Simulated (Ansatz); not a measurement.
**Geometry relaxation of WSe (part 1 of 2)**

The run: geometry relaxation of WSe (F-43m, 2 atoms in the cell). Method and program: DFT PBEsol, scalar-relativistic, plane waves, PAW, spin-polarised (Ansatz 0.2.0).

The structure was built on a prototype by a generator; it need not be a known phase.

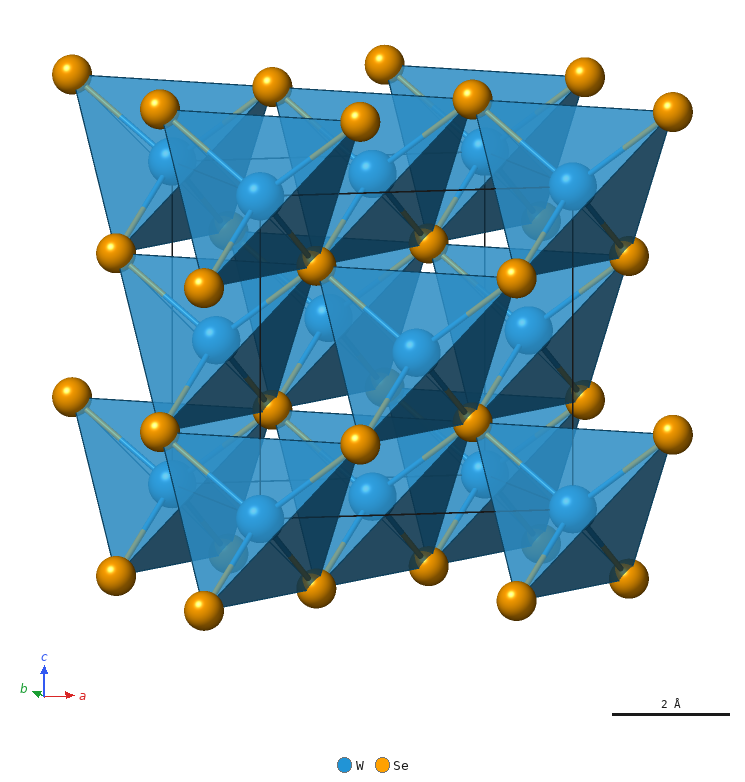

*The input geometry (polyhedral view of the cell 4 times as large as that of the calculation, set on its symmetry axes, seen slightly off an axis; polyhedra are completed across the faces of the cell). An atom can appear more than once, as a periodic image.*

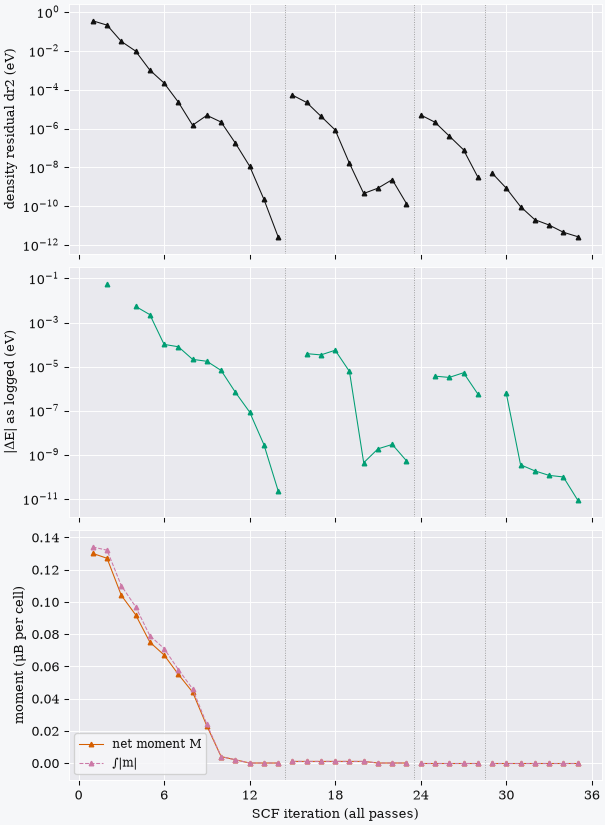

*Convergence of the self-consistent field: density residual dr2, size of the energy change and magnetic moment against the SCF iteration. The dotted lines part the SCF passes of the relaxation: geometry steps, rejected trials and re-solves on a re-selected basis.*

The passes take 14, 9, 5 and 7 iterations. The net moment goes from 0.1 to 0.0 μB per cell, and ∫|m| falls to zero.

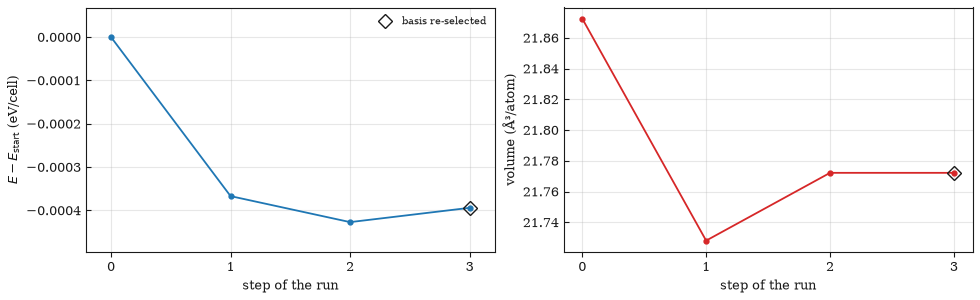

*Progress of the relaxation, step by step (the first geometry is step 0 here and step 1 in the log).*

After 2 geometry steps the energy has fallen by 0.4 meV per cell of the calculation. All forces vanish by symmetry, so only the cell relaxes. The pressure goes from −0.63 to 0.00 GPa. The atoms keep their places relative to the cell (all moves are under 0.005 Å). Cell: a = b = c 5.593 → 5.585 Å (−0.2 %). Volume −0.5 %. The space group stays F-43m (No. 216). A last SCF at the same geometry on a re-selected plane-wave basis shifts the energy by +0.0 meV per cell of the calculation.

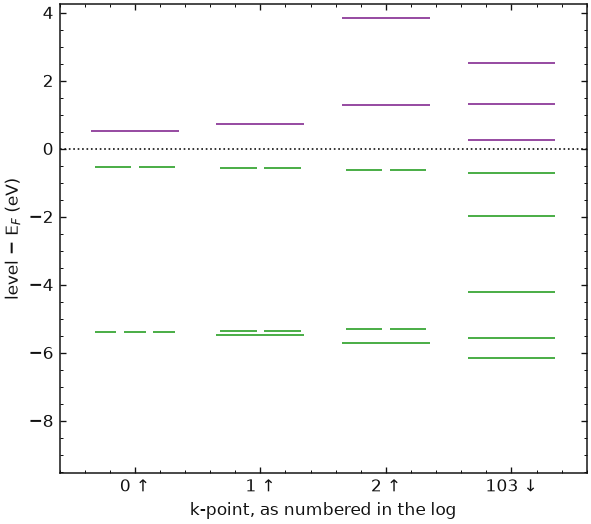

*Kohn–Sham levels near the Fermi level (dotted) at the few k-points that the log prints; levels within 0.02 eV of each other stand side by side.*

The system is metallic on the full mesh.

These pictures come from the run below.

Input file:
```yaml
crystal:
  lattice:
    - [0.0, 2.7966156832, 2.7966156832]
    - [2.7966156832, 0.0, 2.7966156832]
    - [2.7966156832, 2.7966156832, 0.0]
  atoms:
    - { symbol: W, position: [0.0, 0.0, 0.0], spin: 0.14 }
    - { symbol: Se, position: [0.25, 0.25, 0.25] }
basis:
  ecutwfc: 420
kpoints:
  mp_grid: { grid: [14, 14, 14] }
hamiltonian:
  xc: pbesol
scf:
  occupations: { method: gaussian, width: 0.1 }
output:
  forces: true
  stress: true
  eigenvalues: true
  populations: true
magnetization:
  spin_polarized: true
relax:
  adjacent_minimum: "off"
  f_tol: 0.01
  max_steps: 80
  cell: { stress_tol: 0.05 }
```

Launched with:
```bash
ansatz run input.yaml --threads 1 --pin off --max-ram 2560MiB --backend cpu --events-out ev --progress --plain --runs-dir out
```

Output:
```
Engine: ansatz 0.2.0, x86_64-unknown-linux-gnu
Pseudopotentials: kind: paw
Pseudopotential: W, paw, valence charge 14, recommended cutoff 420 eV (normal), W.paw.azcp
Pseudopotential: Se, paw, valence charge 16, recommended cutoff 420 eV (normal), Se.paw.azcp
Functional definition: PBEsol
  exchange = pbesol_x
  correlation = pbesol_c
Crystal: 2 atoms, lattice volume = 43.745 Å³
Basis set: ecut = 420 eV, 869 PW (Γ), exchange–correlation on 54×54×54 points (8 copies of the dense FFT grid, shifted against one another)
Bands: 20, of which v1, the nominal top of the filled ones, is band 15 counted from 1 (14 counted from 0)
Symmetry: 24 space group operations
Space group: F-43m (ITA 216), of the structure as read, at distance tolerance 3.5e-5 Å
Magnetic group: BNS 216.74 (UNI 1576), of the structure as read, at distance tolerance 3.5e-5 Å
k-points: 104 of 2744 (time reversal used)
Non-local potential: W, projectors of the file, l = 0: 3, l = 1: 2, l = 2: 2, l = 3: 1
Non-local potential: Se, projectors of the file, l = 0: 2, l = 1: 2, l = 2: 3, l = 3: 1
PAW form: soft (Blöchl's): semilocal exchange-correlation on the pseudo side does not see the compensation charge
PAW frozen core: W, regenerated for the run's functional, and the local potential with it (the file was generated under x = pbe(κ = 0.804, μ = 0.2195149727645171), c = pbe(β = 0.06672455060314922))
PAW frozen core: Se, regenerated for the run's functional, and the local potential with it (the file was generated under x = pbe(κ = 0.804, μ = 0.2195149727645171), c = pbe(β = 0.06672455060314922))
PAW one-centre angular grid: W, 590 points (default); XC on 64 Gauss nodes
PAW one-centre angular grid: Se, 590 points (default); XC on 64 Gauss nodes
Initial density: superposition of atomic densities (chi_scale 0.1, normalization cell)
Starting moments: Σ|m| = 0.14 μB on 1 of 2 sites
Initial wavefunctions: pseudopotential atomic-orbital guess
Functional: x = pbesol(κ = 0.804, μ = 0.12345679012345678), c = pbesol(β = 0.046)
iter 1 solved again at ethr=1.17e-3 eV; its pass at ethr=3.10e-3 eV (dr2=3.51e-1 eV) is discarded
SCF iter   1: F=—  HF=-15678.511231 eV  |F-HF|=—  |Δ(HF+E_count)|=         —  Δρ=1.75e-2 (↑1.75e-2 ↓1.69e-2)  dr2=3.55e-1  dr2_m=3.85e-4  M=0.130 μB ∫|m|=0.134 μB  β_m=0.30  ethr=1.17e-3  ⟨swp⟩=1.0  Hψ=24919  notcnv=0
Mixer restart at iter 1: flushing history
preconditioner: auto → Kerker (q_TF=auto, 2.562 Å⁻¹)  [metal: Δε(μ)=0.010 eV  Ē_g=9.132 eV  σ=0.100 eV  W_gap=0.06  n_scr=14 (ndim 8)  ℏωp=19.4 eV  f_vac=0.000  D(μ)=3.25/eV (n_scr^D=26)]
spin=Collinear: Kerker preconditioning applied to the charge; magnetization (m = ρ↑ − ρ↓) channel mixes plain (no charge-response kernel on spin).
SCF iter   2: F=—  HF=-15678.567502 eV  |F-HF|=—  |Δ(HF+E_count)|=   5.63e-2  Δρ=1.34e-2 (↑1.34e-2 ↓1.30e-2)  dr2=2.13e-1  dr2_m=2.16e-4  M=0.127 μB ∫|m|=0.132 μB  β_m=0.65  ethr=1.17e-3  ⟨swp⟩=1.1  Hψ=4186  notcnv=0
SCF iter   3: F=—  HF=-15678.715843 eV  |F-HF|=—  |Δ(HF+E_count)|=         —  Δρ=3.43e-3 (↑2.92e-3 ↓3.43e-3)  dr2=3.08e-2  dr2_m=6.62e-5  M=0.104 μB ∫|m|=0.110 μB  β_m=0.65  ethr=7.09e-4  ⟨swp⟩=2.3  Hψ=5588  notcnv=0
Mixer restart at iter 3: flushing history
SCF iter   4: F=—  HF=-15678.710440 eV  |F-HF|=—  |Δ(HF+E_count)|=   5.40e-3  Δρ=2.01e-3 (↑1.54e-3 ↓2.01e-3)  dr2=9.85e-3  dr2_m=7.00e-5  M=0.092 μB ∫|m|=0.097 μB  β_m=0.82  ethr=1.03e-4  ⟨swp⟩=2.1  Hψ=5148  notcnv=0
SCF iter   5: F=—  HF=-15678.708158 eV  |F-HF|=—  |Δ(HF+E_count)|=   2.28e-3  Δρ=6.91e-4 (↑6.91e-4 ↓5.73e-4)  dr2=1.03e-3  dr2_m=2.58e-5  M=0.075 μB ∫|m|=0.079 μB  β_m=0.78  ethr=3.28e-5  ⟨swp⟩=2.3  Hψ=5861  notcnv=0
SCF iter   6: F=—  HF=-15678.708261 eV  |F-HF|=—  |Δ(HF+E_count)|=   1.02e-4  Δρ=4.52e-4 (↑4.52e-4 ↓3.26e-4)  dr2=2.21e-4  dr2_m=2.32e-5  M=0.067 μB ∫|m|=0.071 μB  β_m=0.89  ethr=3.44e-6  ⟨swp⟩=2.0  Hψ=6926  notcnv=0
SCF iter   7: F=—  HF=-15678.708341 eV  |F-HF|=—  |Δ(HF+E_count)|=   7.98e-5  Δρ=2.60e-4 (↑2.11e-4 ↓2.60e-4)  dr2=2.30e-5  dr2_m=1.93e-5  M=0.055 μB ∫|m|=0.058 μB  β_m=0.94  ethr=7.37e-7  ⟨swp⟩=2.1  Hψ=7025  notcnv=0
SCF iter   8: F=—  HF=-15678.708362 eV  |F-HF|=—  |Δ(HF+E_count)|=   2.14e-5  Δρ=1.83e-4 (↑1.59e-4 ↓1.83e-4)  dr2=1.49e-6  dr2_m=1.16e-5  M=0.044 μB ∫|m|=0.046 μB  β_m=0.97  ethr=7.66e-8  ⟨swp⟩=2.2  Hψ=6001  notcnv=0
SCF iter   9: F=—  HF=-15678.708379 eV  |F-HF|=—  |Δ(HF+E_count)|=   1.75e-5  Δρ=1.24e-4 (↑1.24e-4 ↓6.68e-5)  dr2=4.82e-6  dr2_m=3.33e-6  M=0.023 μB ∫|m|=0.024 μB  β_m=0.99  ethr=4.96e-9  ⟨swp⟩=3.0  Hψ=8450  notcnv=0
SCF iter  10: F=—  HF=-15678.708386 eV  |F-HF|=—  |Δ(HF+E_count)|=   6.73e-6  Δρ=3.97e-5 (↑2.34e-5 ↓3.97e-5)  dr2=2.16e-6  dr2_m=6.89e-8  M=0.004 μB ∫|m|=0.004 μB  β_m=0.99  ethr=4.96e-9  ⟨swp⟩=3.0  Hψ=8411  notcnv=0
SCF iter  11: F=—  HF=-15678.708387 eV  |F-HF|=—  |Δ(HF+E_count)|=   6.89e-7  Δρ=1.18e-5 (↑7.96e-6 ↓1.18e-5)  dr2=1.78e-7  dr2_m=1.44e-8  M=0.002 μB ∫|m|=0.002 μB  β_m=1.00  ethr=4.96e-9  ⟨swp⟩=2.0  Hψ=5791  notcnv=0
SCF iter  12: F=—  HF=-15678.708387 eV  |F-HF|=—  |Δ(HF+E_count)|=   8.75e-8  Δρ=2.31e-6 (↑2.29e-6 ↓2.31e-6)  dr2=1.16e-8  dr2_m=6.93e-10  M=0.000 μB ∫|m|=0.000 μB  β_m=1.00  ethr=5.92e-10  ⟨swp⟩=2.1  Hψ=6578  notcnv=0
SCF iter  13: F=—  HF=-15678.708387 eV  |F-HF|=—  |Δ(HF+E_count)|=   2.93e-9  Δρ=2.96e-7 (↑2.96e-7 ↓2.93e-7)  dr2=2.28e-10  dr2_m=7.88e-13  M=0.000 μB ∫|m|=0.000 μB  β_m=1.00  ethr=3.86e-11  ⟨swp⟩=2.0  Hψ=6863  notcnv=0
SCF iter  14: F=-15678.708387 eV  HF=-15678.708387 eV  |F-HF|=3.64e-12  |Δ(HF+E_count)|=  2.36e-11  Δρ=4.56e-8 (↑4.56e-8 ↓4.33e-8)  dr2=2.65e-12  dr2_m=7.73e-14  M=-0.000 μB ∫|m|=0.000 μB  ethr=1.00e-12  ⟨swp⟩=1.1  Hψ=12018  notcnv=0
WARN: the starting moments were not kept: the SCF closed with an absolute magnetisation of 8.2e-6 μB, where they sum to 0.14 μB in size (1 site). That is at most 0.1 of that sum. Measured as dr2_m measures the in/out step, that magnetisation stands 1.4e-11 eV from none, at or under the dr2_threshold of 1.0e-7 eV: it is no larger than a step whose dr2_m would equal this threshold. The system may hold no moment; this SCF shows only that its start led to no more than that. To try another start: raise the starting moments (crystal.atoms[].spin, magnetization.per_species, magnetization.initial_magnetization, or on a non-collinear deck that types none of these the spinor_matrix: blocks that start its atoms; where the total moment is fixed, keep their sum and leave initial_magnetization as it is; typed ones take the place of any that the run laid by itself, positive ones on a crystal's lanthanoids without a Hubbard term where scf.initial_density.shell_occupations: [] is typed) or, if the notice of its spin-set hold's release reads "site moments contracting" or "site moments show no strong build", lengthen the hold (scf.mixing.spin_hold: { on: { confirm: 4 } }; for m-r²SCAN on two components see the key's manual first). Each may lead to a state that holds a moment. A second SCF, from the converged charge density, with the starting moments and any scf.initial_density.shell_occupations laid on it anew, would have followed, and was not run: the deck does not ask for one (magnetization.retry_lost_moments is false, the default). To let it run, set magnetization.retry_lost_moments: true and run the deck again, where that key's refused combinations let it; where memory then withholds it, that run's warning says so.
SCF 1 converged in 14 iterations: F = -15678.708387 eV  dr2 = 2.65e-12
  greatest PAW one-centre occupation: 1.000 electrons in one spin orbital (limit 2), on the Se atom at site 1 (counted from 0), in its partial waves of l = 2
relax step   1: F+E_penalty+E_count = -15678.70838695 eV  Δ(F+E_penalty+E_count) = +0.000e0 eV  max|allowed force component| = 5.320e-17 eV/Å  Δτ_max = 0.0000 Å  P = -0.625 GPa  Ω = 43.745 Å³  (14 SCF iters, dr2 threshold 1.00e-7 eV, accepted)
Crystal: 2 atoms, lattice volume = 43.456 Å³
Initial density: handed on by an earlier stage of this run
Starting moments: Σ|m| = 0.14 μB on 1 of 2 sites; this step starts from the density that it was given
Initial wavefunctions: those handed on with the density
iter 1 solved again at ethr=2.01e-7 eV; its pass at ethr=3.10e-3 eV (dr2=6.02e-5 eV) is discarded
```
